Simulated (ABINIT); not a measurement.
**Geometry relaxation of Be$_{2}$C (part 1 of 2)**

System: Be$_{2}$C (Fm-3m, 3 atoms in the cell).
Method: Kohn-Sham DFT of a periodic cell, PBEsol, PseudoDojo NC SR PBEsol v0.4.1 standard, no spin polarisation (ABINIT 10.8.3).

The structure derives from an entry of the Crystallography Open Database.

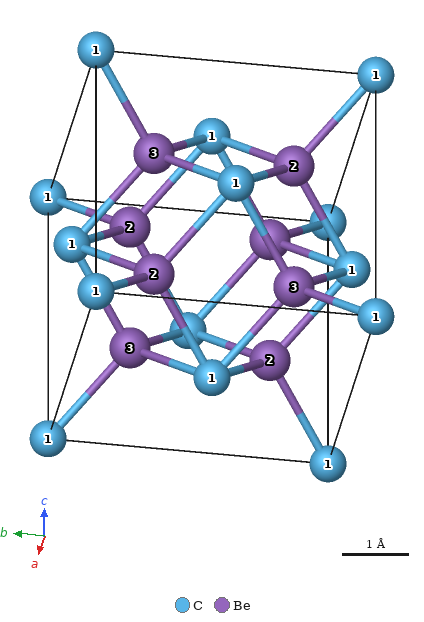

Fig. 1: The structure as given in the input (ball-and-stick view of the cell 4 times as large as that of the calculation, set on its symmetry axes, seen at an oblique angle; atoms are numbered from 1 in the order of the input).

Input file
```
pp_dirpath "./"
pseudos "C.upf, Be.upf"

acell 3*1.0
rprim
     0.0000000000     4.0912570598     4.0912570598
     4.0912570598     0.0000000000     4.0912570598
     4.0912570598     4.0912570598     0.0000000000
ntypat 2
znucl 6 4
natom 3
typat 1 2 2
chkprim 0
chksymtnons 0
tolsym 1.0e-6
xred
            0.0            0.0            0.0
            3/4            3/4            3/4
            1/4            1/4            1/4

ecut 44.0
ecutsm 0.5

kptopt 1
ngkpt 8 8 8
nshiftk 1
shiftk 0.0 0.0 0.0

ixc -116133

nband 10
occopt 3
tsmear 0.05 eV

nstep 80
tolvrs 1.0e-12

iomode 3
prteig 0
prtebands 0
prtwf 0
prtden 0

ionmov 2
optcell 2
ntime 50
tolmxf 2.0e-5
dilatmx 1.08
```

Launch command:
```bash
abinit run.abi > log 2>&1
```

Output
```
.Version 10.8.3 of ABINIT
 Symmetries : space group Fm -3 m (#225); Bravais cF (face-center cubic)
================================================================================
 Values of the parameters that define the memory need of the present run
     intxc =       0    ionmov =       2      iscf =       7    lmnmax =       4
     lnmax =       4     mgfft =      40  mpssoang =       2    mqgrid =    3001
     natom =       3  nloc_mem =       1    nspden =       1   nspinor =       1
    nsppol =       1      nsym =      48    n1xccc =    2501    ntypat =       2
    occopt =       3   xclevel =       2
       mpw =        2421          nfft =       64000          nkpt =          29
================================================================================
================================================================================

--------------------------------------------------------------------------------
------------- Echo of variables that govern the present computation ------------
--------------------------------------------------------------------------------
 -outvars: echo values of preprocessed input variables --------
            acell      1.0000000000E+00  1.0000000000E+00  1.0000000000E+00 Bohr
              amu      1.20110000E+01  9.01218200E+00
          chkprim           0
      chksymtnons           0
          dilatmx      1.08000000E+00
             ecut      4.40000000E+01 Hartree
           ecutsm      5.00000000E-01 Hartree
           ionmov           2
              ixc     -116133
         kptrlatt        8    0    0      0    8    0      0    0    8
          kptrlen      4.62872898E+01
            natom           3
            nband          10
            ngfft          40      40      40
             nkpt          29
            nstep          80
             nsym          48
            ntime          50
           ntypat           2
           occopt           3
          optcell           2
           prtden           0
        prtebands           0
           prteig           0
            prtwf           0
            rprim      0.0000000000E+00  4.0912570598E+00  4.0912570598E+00
                       4.0912570598E+00  0.0000000000E+00  4.0912570598E+00
                       4.0912570598E+00  4.0912570598E+00  0.0000000000E+00
          spgroup         225
           tolmxf      2.00000000E-05
           tolsym      1.00000000E-06
           tolvrs      1.00000000E-12
           tsmear      1.83746611E-03 Hartree
            typat      1  2  2
           xangst      0.0000000000E+00  0.0000000000E+00  0.0000000000E+00
                       3.2474999978E+00  3.2474999978E+00  3.2474999978E+00
                       1.0824999993E+00  1.0824999993E+00  1.0824999993E+00
            xcart      0.0000000000E+00  0.0000000000E+00  0.0000000000E+00
                       6.1368855897E+00  6.1368855897E+00  6.1368855897E+00
                       2.0456285299E+00  2.0456285299E+00  2.0456285299E+00
             xred      0.0000000000E+00  0.0000000000E+00  0.0000000000E+00
                       7.5000000000E-01  7.5000000000E-01  7.5000000000E-01
                       2.5000000000E-01  2.5000000000E-01  2.5000000000E-01
            znucl        6.00000    4.00000

================================================================================

 chkinp: Checking input parameters for consistency.

================================================================================
== DATASET  1 ==================================================================

--- !DatasetInfo
iteration_state: {dtset: 1, }
dimensions: {natom: 3, nkpt: 29, mband: 10, nsppol: 1, nspinor: 1, nspden: 1, mpw: 2421, }
cutoff_energies: {ecut:  44.0, pawecutdg:  -1.0, }
electrons: {nelect:   1.20000000E+01, charge:   0.00000000E+00, occopt:   3.00000000E+00, tsmear:   1.83746611E-03, }
meta: {optdriver: 0, ionmov: 2, optcell: 2, iscf: 7, paral_kgb: 0, }
...

 Real(R)+Recip(G) space primitive vectors, cartesian coordinates (Bohr,Bohr^-1):
 R(1)=  0.0000000  4.0912571  4.0912571  G(1)= -0.1222118  0.1222118  0.1222118
 R(2)=  4.0912571  0.0000000  4.0912571  G(2)=  0.1222118 -0.1222118  0.1222118
 R(3)=  4.0912571  4.0912571  0.0000000  G(3)=  0.1222118  0.1222118 -0.1222118
 Unit cell volume ucvol=  1.3696207E+02 bohr^3
 Angles (23,13,12)=  6.00000000E+01  6.00000000E+01  6.00000000E+01 degrees

 getcut: wavevector=  0.0000  0.0000  0.0000  ngfft=  40  40  40
         ecut(hartree)=     51.322   => boxcut(ratio)=   2.14374

--- Pseudopotential description ------------------------------------------------
- pspini: atom type   1  psp file is ./C.upf
   6.00000   4.00000  180301                  znucl, zion, pspdat
12 -116133 1 -1 1248                          pspcod,pspxc,lmax,lloc,mmax
     nproj     2     2

- pspini: atom type   2  psp file is ./Be.upf
   4.00000   4.00000  180301                  znucl, zion, pspdat
12 -116133 1 -1 1358                          pspcod,pspxc,lmax,lloc,mmax
     nproj     2     2

   1.44899094E+02                                ecore*ucvol(ha*bohr**3)
--------------------------------------------------------------------------------

================================================================================

=== [ionmov= 2] Broyden-Fletcher-Goldfarb-Shanno method (forces)
================================================================================

--- Iteration: ( 1/50) Internal Cycle: (1/1)
--------------------------------------------------------------------------------

---SELF-CONSISTENT-FIELD CONVERGENCE--------------------------------------------

--- !BeginCycle
iteration_state: {dtset: 1, itime: 1, icycle: 1, }
solver: {iscf: 7, nstep: 80, nline: 4, wfoptalg: 0, }
tolerances: {tolvrs: 1.00E-12, }
...

     iter   Etot(hartree)      deltaE(h)  residm     vres2
 ETOT  1  -33.725265284173    -3.373E+01 2.186E-01 3.600E+02
 ETOT  2  -33.783367752487    -5.810E-02 7.380E-03 1.256E+02
 ETOT  3  -33.799792657049    -1.642E-02 6.368E-03 9.804E-01
 ETOT  4  -33.799892400422    -9.974E-05 1.259E-03 1.388E-02
 ETOT  5  -33.799894029021    -1.629E-06 3.257E-04 4.255E-05
 ETOT  6  -33.799894031917    -2.895E-09 2.735E-04 1.072E-07
 ETOT  7  -33.799894031922    -5.272E-12 1.444E-04 4.477E-10
 ETOT  8  -33.799894031923    -8.527E-13 1.159E-04 1.955E-12
 ETOT  9  -33.799894031922     7.248E-13 7.147E-05 4.395E-14

 At SCF step    9       vres2   =  4.39E-14 < tolvrs=  1.00E-12 =>converged.

 Cartesian components of stress tensor (hartree/bohr^3)
  sigma(1 1)=  6.50111257E-05  sigma(3 2)=  0.00000000E+00
  sigma(2 2)=  6.50111257E-05  sigma(3 1)=  0.00000000E+00
  sigma(3 3)=  6.50111257E-05  sigma(2 1)=  0.00000000E+00

--- !ResultsGS
iteration_state: {dtset: 1, itime: 1, icycle: 1, }
comment   : Summary of ground state results
lattice_vectors:
- [  0.0000000,   4.0912571,   4.0912571, ]
- [  4.0912571,   0.0000000,   4.0912571, ]
- [  4.0912571,   4.0912571,   0.0000000, ]
lattice_lengths: [   5.78591,    5.78591,    5.78591, ]
lattice_angles: [ 60.000,  60.000,  60.000, ] # degrees, (23, 13, 12)
lattice_volume:   1.3696207E+02
convergence: {deltae:  7.248E-13, res2:  4.395E-14, residm:  7.147E-05, diffor: null, }
etotal    :  -3.37998940E+01
entropy   :   0.00000000E+00
fermie    :   3.01496281E-01
cartesian_stress_tensor: # hartree/bohr^3
- [  6.50111257E-05,   0.00000000E+00,   0.00000000E+00, ]
- [  0.00000000E+00,   6.50111257E-05,   0.00000000E+00, ]
- [  0.00000000E+00,   0.00000000E+00,   6.50111257E-05, ]
pressure_GPa:  -1.9127E+00
xred      :
- [  0.0000E+00,   0.0000E+00,   0.0000E+00,  C]
- [  7.5000E-01,   7.5000E-01,   7.5000E-01, Be]
- [  2.5000E-01,   2.5000E-01,   2.5000E-01, Be]
cartesian_forces: # hartree/bohr
- [ -0.00000000E+00,  -0.00000000E+00,  -0.00000000E+00, ]
- [ -0.00000000E+00,  -0.00000000E+00,  -0.00000000E+00, ]
- [ -0.00000000E+00,  -0.00000000E+00,  -0.00000000E+00, ]
force_length_stats: {min:   0.00000000E+00, max:   0.00000000E+00, mean:   0.00000000E+00, }
...

 Integrated electronic density in atomic spheres:
 ------------------------------------------------
 Atom  Sphere_radius  Integrated_density
    1        2.00000          4.15335274
    2        2.00000          3.48504979
    3        2.00000          3.48504979

---OUTPUT-----------------------------------------------------------------------

 Cartesian coordinates (xcart) [bohr]
  0.00000000000000E+00  0.00000000000000E+00  0.00000000000000E+00
  6.13688558970000E+00  6.13688558970000E+00  6.13688558970000E+00
  2.04562852990000E+00  2.04562852990000E+00  2.04562852990000E+00
 Reduced coordinates (xred)
  0.00000000000000E+00  0.00000000000000E+00  0.00000000000000E+00
  7.50000000000000E-01  7.50000000000000E-01  7.50000000000000E-01
  2.50000000000000E-01  2.50000000000000E-01  2.50000000000000E-01
 Cartesian forces (fcart) [Ha/bohr]; max,rms= 0.00000E+00 0.00000E+00 (free atoms)
 -0.00000000000000E+00 -0.00000000000000E+00 -0.00000000000000E+00
 -0.00000000000000E+00 -0.00000000000000E+00 -0.00000000000000E+00
 -0.00000000000000E+00 -0.00000000000000E+00 -0.00000000000000E+00
 Gradient of E wrt nuclear positions in reduced coordinates (gred)
  0.00000000000000E+00  0.00000000000000E+00  0.00000000000000E+00
  0.00000000000000E+00  0.00000000000000E+00  0.00000000000000E+00
  0.00000000000000E+00  0.00000000000000E+00  0.00000000000000E+00
 Scale of Primitive Cell (acell) [bohr]
  1.00000000000000E+00  1.00000000000000E+00  1.00000000000000E+00
 Real space primitive translations (rprimd) [bohr]
  0.00000000000000E+00  4.09125705980000E+00  4.09125705980000E+00
  4.09125705980000E+00  0.00000000000000E+00  4.09125705980000E+00
  4.09125705980000E+00  4.09125705980000E+00  0.00000000000000E+00
 Unitary Cell Volume (ucvol) [Bohr^3]=  1.36962066114307E+02
 Angles (23,13,12)= [degrees]
  6.00000000000000E+01  6.00000000000000E+01  6.00000000000000E+01
 Lengths [Bohr]
  5.78591122112383E+00  5.78591122112383E+00  5.78591122112383E+00
 Stress tensor in cartesian coordinates (strten) [Ha/bohr^3]
  6.50111257364059E-05  0.00000000000000E+00  0.00000000000000E+00
  0.00000000000000E+00  6.50111257364033E-05  0.00000000000000E+00
  0.00000000000000E+00  0.00000000000000E+00  6.50111257364050E-05
 Total energy (etotal) [Ha]= -3.37998940319222E+01

--- Iteration: ( 2/50) Internal Cycle: (1/1)
--------------------------------------------------------------------------------

---SELF-CONSISTENT-FIELD CONVERGENCE--------------------------------------------

--- !BeginCycle
iteration_state: {dtset: 1, itime: 2, icycle: 1, }
solver: {iscf: 7, nstep: 80, nline: 4, wfoptalg: 0, }
tolerances: {tolvrs: 1.00E-12, }
...

     iter   Etot(hartree)      deltaE(h)  residm     vres2
 ETOT  1  -33.799911742162    -3.380E+01 5.506E-05 3.345E-01
 ETOT  2  -33.799928709665    -1.697E-05 1.665E-05 1.605E-02
 ETOT  3  -33.799929296311    -5.866E-07 1.512E-05 6.827E-03
 ETOT  4  -33.799930092604    -7.963E-07 7.304E-06 5.350E-05
 ETOT  5  -33.799930095363    -2.760E-09 6.522E-06 4.315E-07
 ETOT  6  -33.799930095378    -1.460E-11 3.457E-06 7.043E-10
 ETOT  7  -33.799930095379    -5.045E-13 3.083E-06 2.378E-12
 ETOT  8  -33.799930095378     3.695E-13 1.648E-06 5.339E-15

 At SCF step    8       vres2   =  5.34E-15 < tolvrs=  1.00E-12 =>converged.

 Cartesian components of stress tensor (hartree/bohr^3)
  sigma(1 1)=  2.50311173E-05  sigma(3 2)=  0.00000000E+00
  sigma(2 2)=  2.50311173E-05  sigma(3 1)=  0.00000000E+00
  sigma(3 3)=  2.50311173E-05  sigma(2 1)=  0.00000000E+00
```
